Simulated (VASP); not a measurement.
## Single-point calculation of Rh

System: Rh (Fm-3m, 1 atom in the cell).
Method: Kohn-Sham DFT of a periodic cell, PBEsol, VASP PAW PBE potentials, recommended, no spin polarisation (VASP 6.6.1).

The structure derives from a Materials Project entry.

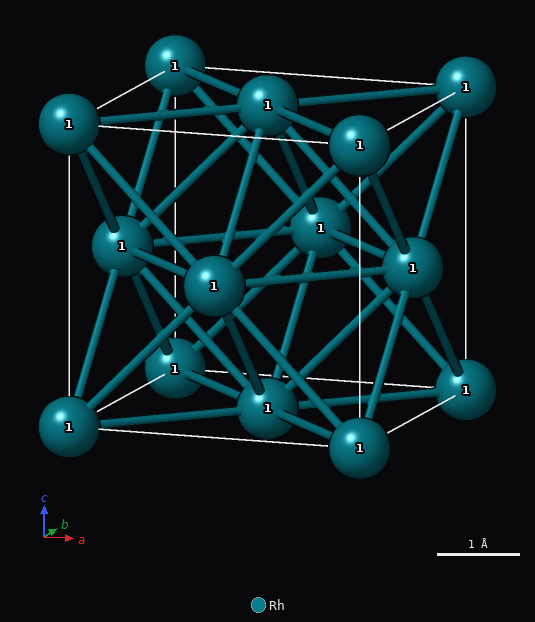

*The structure as given in the input (ball-and-stick view of the cell 4 times as large as that of the calculation, set on its symmetry axes, seen slightly off an axis; atoms are numbered from 1 in the order of the input).*

INCAR
```
SYSTEM = Rh
PREC     = Accurate       ! precision mode
ENCUT    = 520            ! plane-wave cutoff, eV
EDIFF    = 1E-7           ! SCF threshold, eV
ISMEAR   = 0              ! smearing method
SIGMA    = 0.1            ! smearing width, eV
LREAL    = .False.        ! projectors in reciprocal space
LASPH    = .True.         ! aspherical terms in the spheres
NELM     = 80             ! most SCF steps
ALGO     = Fast           ! electronic algorithm
ISIF     = 2              ! what is computed and relaxed
LWAVE    = .False.        ! write WAVECAR
LCHARG   = .False.        ! write CHGCAR
GGA      = PS             ! functional
```

KPOINTS
```
regular mesh
0
Gamma
  28 28 28
  0 0 0
```

POSCAR
```
Rh
1.0
    0.0000000000      1.8896100000      1.8896100000
    1.8896100000      0.0000000000      1.8896100000
    1.8896100000      1.8896100000      0.0000000000
Rh
1
Direct
    0.0000000000      0.0000000000      0.0000000000
```

Hardware: 1 thread of AMD EPYC (Zen 4), 64 GiB of memory available, shared host.

Launched with:
```bash
cat potpaw_PBE.64/Rh_pv/POTCAR > POTCAR
mpirun -np 1 vasp_std > vasp.out
```

OSZICAR
```
N       E                     dE             d eps       ncg     rms          rms(c)
DAV:   1     0.114578808983E+03    0.11458E+03   -0.94584E+03 13750   0.147E+03
DAV:   2    -0.726839455843E+01   -0.12185E+03   -0.11677E+03 14148   0.390E+02
DAV:   3    -0.876351818523E+01   -0.14951E+01   -0.14850E+01 15936   0.490E+01
DAV:   4    -0.877235744406E+01   -0.88393E-02   -0.88381E-02 14961   0.388E+00
DAV:   5    -0.877249423436E+01   -0.13679E-03   -0.13679E-03 15806   0.452E-01    0.115E+01
RMM:   6    -0.816639625058E+01    0.60610E+00   -0.13493E+00 14112   0.138E+01    0.371E+00
RMM:   7    -0.814590370760E+01    0.20493E-01   -0.71167E-02 14471   0.295E+00    0.161E+00
RMM:   8    -0.814214386470E+01    0.37598E-02   -0.15084E-02 15086   0.173E+00    0.373E-01
RMM:   9    -0.814116296489E+01    0.98090E-03   -0.22909E-03 16046   0.630E-01    0.284E-02
RMM:  10    -0.814117098102E+01   -0.80161E-05   -0.22448E-04 16142   0.221E-01    0.136E-02
RMM:  11    -0.814117288322E+01   -0.19022E-05   -0.30686E-05 16489   0.905E-02    0.742E-03
RMM:  12    -0.814117172416E+01    0.11591E-05   -0.10035E-05 16629   0.498E-02    0.384E-03
RMM:  13    -0.814117215929E+01   -0.43513E-06   -0.28839E-06 16679   0.276E-02    0.683E-04
RMM:  14    -0.814117223149E+01   -0.72200E-07   -0.86709E-07 13861   0.132E-02
   1 F= -.81411722E+01 E0= -.81379142E+01  d E =-.651613E-02
```

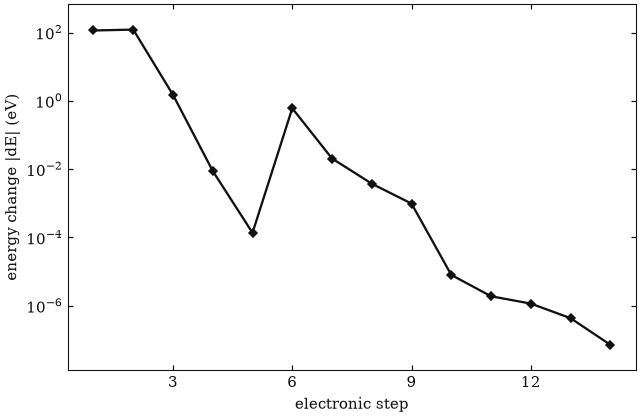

*Convergence of the self-consistent field: energy change |dE| against the electronic step.*

It takes 14 electronic steps. The density is held fixed in the first few steps, and dE rises again when its update begins.

Parts of OUTCAR
```
SYSTEM = Rh
   PREC = Accurate
   ENCUT = 520
   EDIFF = 1E-7
   ISMEAR = 0
   LREAL = .False.
   LASPH = .True.
   NELM = 80
   ISIF = 2
   GGA = PS

 ion  position               nearest neighbor table
   1  0.000  0.000  0.000-

  LATTYP: Found a face centered cubic cell.
 ALAT       =     3.7792200000

  Lattice vectors:

 A1 = (   0.0000000000,   1.8896100000,   1.8896100000)
 A2 = (   1.8896100000,   0.0000000000,   1.8896100000)
 A3 = (   1.8896100000,   1.8896100000,   0.0000000000)

Analysis of symmetry for initial positions (statically):
=====================================================================
 Subroutine PRICEL returns:
 Original cell was already a primitive cell.

 Routine SETGRP: Setting up the symmetry group for a
 face centered cubic supercell.

 Subroutine GETGRP returns: Found 48 space group operations
 (whereof 48 operations were pure point group operations)
 out of a pool of 48 trial point group operations.

The static configuration has the point symmetry O_h .

Analysis of symmetry for dynamics (positions and initial velocities):
=====================================================================
 Subroutine PRICEL returns:
 Original cell was already a primitive cell.

 Routine SETGRP: Setting up the symmetry group for a
 face centered cubic supercell.

 Subroutine GETGRP returns: Found 48 space group operations
 (whereof 48 operations were pure point group operations)
 out of a pool of 48 trial point group operations.

The dynamic configuration has the point symmetry O_h .

 Subroutine INISYM returns: Found 48 space group operations
 (whereof 48 operations are pure point group operations),
 and found     1 'primitive' translations

----------------------------------------------------------------------------------------

                                     Primitive cell

  volume of cell :      13.4942

  direct lattice vectors                    reciprocal lattice vectors
     0.000000000  1.889610000  1.889610000    -0.264604866  0.264604866  0.264604866
     1.889610000  0.000000000  1.889610000     0.264604866 -0.264604866  0.264604866
     1.889610000  1.889610000  0.000000000     0.264604866  0.264604866 -0.264604866

  length of vectors
     2.672312090  2.672312090  2.672312090     0.458309071  0.458309071  0.458309071

  position of ions in fractional coordinates (direct lattice)
     0.000000000  0.000000000  0.000000000

  ion indices of the primitive-cell ions
   primitive index   ion index
                 1           1

----------------------------------------------------------------------------------------

 KPOINTS: regular mesh

Automatic generation of k-mesh.
 Grid dimensions read from file:
 generate k-points for:   28   28   28

 Generating k-lattice:

  Cartesian coordinates                     Fractional coordinates (reciprocal lattice)
    -0.009450174  0.009450174  0.009450174     0.035714286  0.000000000  0.000000000
     0.009450174 -0.009450174  0.009450174     0.000000000  0.035714286  0.000000000
     0.009450174  0.009450174 -0.009450174     0.000000000  0.000000000  0.035714286

  Length of vectors
     0.016368181  0.016368181  0.016368181

  Shift w.r.t. Gamma in fractional coordinates (k-lattice)
     0.000000000  0.000000000  0.000000000

 Subroutine IBZKPT returns following result:
 ===========================================

 Found    624 irreducible k-points:

 Following reciprocal coordinates:
            Coordinates               Weight
  0.000000  0.000000  0.000000      1.000000
  0.035714  0.000000  0.000000      8.000000
  0.071429  0.000000  0.000000      8.000000
  0.107143  0.000000  0.000000      8.000000
  0.142857  0.000000  0.000000      8.000000
  0.178571  0.000000  0.000000      8.000000
  0.214286  0.000000  0.000000      8.000000
  0.250000  0.000000  0.000000      8.000000
  0.285714  0.000000  0.000000      8.000000
  0.321429  0.000000  0.000000      8.000000
  0.357143  0.000000  0.000000      8.000000
  0.392857  0.000000  0.000000      8.000000
  0.428571  0.000000  0.000000      8.000000
  0.464286  0.000000  0.000000      8.000000
  0.500000  0.000000  0.000000      4.000000
  0.035714  0.035714  0.000000      6.000000
  0.071429  0.035714  0.000000     24.000000
  0.107143  0.035714  0.000000     24.000000
  0.142857  0.035714  0.000000     24.000000
  0.178571  0.035714  0.000000     24.000000
  0.214286  0.035714  0.000000     24.000000
  0.250000  0.035714  0.000000     24.000000
  0.285714  0.035714  0.000000     24.000000
  0.321429  0.035714  0.000000     24.000000
 [... further k-points ...]
   k-points           NKPTS =    624   k-points in BZ     NKDIM =    624   number of bands    NBANDS=     11
   number of dos      NEDOS =    301   number of ions     NIONS =      1
   total plane-waves  NPLWV =   8000
   dimension x,y,z NGX =    20 NGY =   20 NGZ =   20
   dimension x,y,z NGXF=    40 NGYF=   40 NGZF=   40
   ions per type =               1
   NGX,Y,Z   is equivalent  to a cutoff of  12.44, 12.44, 12.44 a.u.
   NGXF,Y,Z  is equivalent  to a cutoff of  24.88, 24.88, 24.88 a.u.
 SYSTEM =  Rh
   PREC   = accura    normal or accurate (medium, high low for compatibility)
   ISTART =      0    job   : 0-new  1-cont  2-samecut
   ICHARG =      2    charge: 1-file 2-atom 10-const
   ISPIN  =      1    spin polarized calculation?
   LNONCOLLINEAR =      F non collinear calculations
   LSORBIT =      F    spin-orbit coupling
   LASPH  =      T    aspherical Exc in radial PAW
   ENCUT  =  520.0 eV  38.22 Ry    6.18 a.u.   4.97  4.97  4.97*2*pi/ulx,y,z
   NELM   =     80;   NELMIN=  2; NELMDL= -5     # of ELM steps
   EDIFF  = 0.1E-06   stopping-criterion for ELM
   LREAL  =      F    real-space projection
   EDIFFG = 0.1E-05   stopping-criterion for IOM
   NSW    =      0    number of steps for IOM
   IBRION =     -1    ionic relax: 0-MD 1-quasi-New 2-CG
   NFREE  =      0    steps in history (QN), initial steepest desc. (CG)
   ISIF   =      2    stress and relaxation
   ISYM   =      2    0-nonsym 1-usesym 2-fastsym
   POTIM  = 0.5000    time-step for ionic-motion
   TEBEG  =    0.0;   TEEND  =   0.0 temperature during run
   PSTRESS=    0.0 pullay stress
   NELECT =      15.0000    total number of electrons
   NUPDOWN=      -1.0000    fix difference up-down
   EMIN   =  10.00;   EMAX   =-10.00  energy-range for DOS
   EFERMI =   0.00;   METHOD = LEGACY
   ISMEAR =     0;   SIGMA  =   0.10  broadening in eV -4-tet -1-fermi 0-gaus
   EFERMI_NEDOS =   21; number of points for ismear=-14 and -15
   IALGO  =     68    algorithm
   IMIX   =      4    mixing-type and parameters
     AMIX     =   0.40;   BMIX     =  1.00
     AMIX_MAG =   1.60;   BMIX_MAG =  1.00
  volume/ion in A,a.u.               =      13.49        91.06
  Fermi-wavevector in a.u.,A,eV,Ry     =   1.695859  3.204709 39.129509  2.875938
  Thomas-Fermi vector in A             =   2.776827
   LORBIT       =      0    0 simple, 1 ext, 2 COOP (PROOUT), +10 PAW based schemes
   GGA     = PS    functional components
   LHFCALC =     F    Hartree Fock is set to
   AEXX    =    0.0000 exact exchange contribution
   IVDW    =     0    specifies the selected vdW correction
   LEPSILON=     F    determine dielectric tensor
   LRPA    =     F    only Hartree local field effects (RPA)
 non-spin polarized calculation
 RMM-DIIS sequential band-by-band and
 Gauss-broadening in eV      SIGMA  =   0.10
  energy-cutoff  :      520.00
  volume of cell :       13.49
 maximum number of plane-waves:       380
   NGX =  9   NGY =  9   NGZ =  9

 number of electron      15.0000006 magnetization

 Free energy of the ion-electron system (eV)
  ---------------------------------------------------
  ext. energy  EPLUGINS =         0.00000000
  ---------------------------------------------------
  free energy    TOTEN  =        -8.14117223 eV

  energy without entropy =       -8.13465610  energy(sigma->0) =       -8.13791416

 E-fermi :  12.1025     XC(G=0): -14.3392     alpha+bet :-19.1402

 val. band max:       12.1005220315   @ k =   0.3214   0.1786   0.0000
 cond. band min:      12.1063284161   @ k =   0.3214   0.1786   0.0357
 fundamental gap:      0.0058063846
 Fermi energy:        12.1025094775

 k-point     1 :       0.0000    0.0000    0.0000
  band No.  band energies     occupation
      1     -34.2675      2.00000
      2     -34.2675      2.00000
      3     -34.2675      2.00000
      4       3.9078      2.00000
      5       8.9136      2.00000
      6       8.9136      2.00000
      7       8.9136      2.00000
      8      11.0890      2.00000
      9      11.0890      2.00000
     10      28.0198      0.00000
     11      33.5774      0.00000

 k-point     2 :       0.0357    0.0000    0.0000
  band No.  band energies     occupation
      1     -34.2777      2.00000
      2     -34.2688      2.00000
      3     -34.2688      2.00000
      4       3.9606      2.00000
      5       8.8891      2.00000
      6       8.9349      2.00000
      7       8.9349      2.00000
      8      11.0765      2.00000
      9      11.0765      2.00000
     10      28.0991      0.00000
     11      33.2716      0.00000

 k-point     3 :       0.0714    0.0000    0.0000
  band No.  band energies     occupation
      1     -34.3078      2.00000
      2     -34.2729      2.00000
      3     -34.2729      2.00000
      4       4.1166      2.00000
      5       8.8204      2.00000
      6       8.9953      2.00000
      7       8.9953      2.00000
      8      11.0431      2.00000
      9      11.0431      2.00000
     10      28.3272      0.00000
     11      32.4940      0.00000

 k-point     4 :       0.1071    0.0000    0.0000
  band No.  band energies     occupation
      1     -34.3561      2.00000
      2     -34.2794      2.00000
      3     -34.2794      2.00000
      4       4.3667      2.00000
      5       8.7224      2.00000
      6       9.0850      2.00000
      7       9.0850      2.00000
      8      11.0014      2.00000
      9      11.0014      2.00000
     10      28.6731      0.00000
     11      31.5265      0.00000

 k-point     5 :       0.1429    0.0000    0.0000
  band No.  band energies     occupation
      1     -34.4200      2.00000
      2     -34.2880      2.00000
      3     -34.2880      2.00000
      4       4.6936      2.00000
      5       8.6205      2.00000
      6       9.1850      2.00000
      7       9.1850      2.00000
      8      10.9733      2.00000
      9      10.9733      2.00000
     10      29.0774      0.00000
     11      30.4958      0.00000

 [... the levels of 18 k-points are left out ...]

 k-point    24 :       0.3214    0.0357    0.0000
  band No.  band energies     occupation
      1     -34.8094      2.00000
      2     -34.3510      2.00000
      3     -34.3403      2.00000
      4       5.9826      2.00000
      5       9.1298      2.00000
      6       9.2141      2.00000
      7       9.4500      2.00000
      8      11.6065      2.00000
      9      11.8496      1.99965
     10      25.4374      0.00000
     11      29.1553      0.00000

 [... further k-points ...]

------------------------ aborting loop because EDIFF is reached ----------------------------------------

  FORCE on cell =-STRESS in cart. coord.  units (eV):
  Direction    XX          YY          ZZ          XY          YZ          ZX
  --------------------------------------------------------------------------------------
  -------------------------------------------------------------------------------------
  Total        0.0109503      0.0109503      0.0109503     -0.0000000     -0.0000000      0.0000000
  in kB        1.3001394      1.3001394      1.3001394     -0.0000000     -0.0000000      0.0000000
  external PRESSURE =       1.3001394 kB  Pullay stress =       0.0000000 kB

 VOLUME and BASIS-vectors are now :
 -----------------------------------------------------------------------------
  energy-cutoff  :      520.00
  volume of cell :       13.49
      direct lattice vectors                 reciprocal lattice vectors
     0.000000000  1.889610000  1.889610000    -0.264604866  0.264604866  0.264604866
     1.889610000  0.000000000  1.889610000     0.264604866 -0.264604866  0.264604866
     1.889610000  1.889610000  0.000000000     0.264604866  0.264604866 -0.264604866

 POSITION                                       TOTAL-FORCE (eV/Angst)
 -----------------------------------------------------------------------------------
      0.00000      0.00000      0.00000        -0.000000     -0.000000      0.000000
 -----------------------------------------------------------------------------------
    total drift:                               -0.000000     -0.000000     -0.000000

  FREE ENERGIE OF THE ION-ELECTRON SYSTEM (eV)
  ---------------------------------------------------
  free  energy   TOTEN  =        -8.1411722315 eV

  energy  without entropy=       -8.1346560983  energy(sigma->0) =       -8.13791416
```

CONTCAR
```
Rh
   1.00000000000000
     0.0000000000000000    1.8896100000000000    1.8896100000000000
     1.8896100000000000    0.0000000000000000    1.8896100000000000
     1.8896100000000000    1.8896100000000000    0.0000000000000000
  Rh
     1
Direct
     0.0000000000000000    0.0000000000000000    0.0000000000000000

  0.00000000E+00  0.00000000E+00  0.00000000E+00
```

Key numbers

```json
{"quantity": "outcome", "value": "converged"}
{"quantity": "space group (tolerance 0.01 Å)", "value": "Fm-3m (225)"}
{"quantity": "electrons treated", "value": "15"}
{"quantity": "free energy", "value": "−8.1412 eV"}
{"quantity": "Fermi energy", "value": "12.103 eV"}
{"quantity": "gap on the k-point mesh", "value": "none (metallic)"}
{"quantity": "pressure", "value": "0.13 GPa"}
{"quantity": "largest force (length of the vector)", "value": "under 0.001 eV/Å"}
{"quantity": "wall time", "value": "56 s"}
{"quantity": "peak memory", "value": "0.17 GiB"}
```
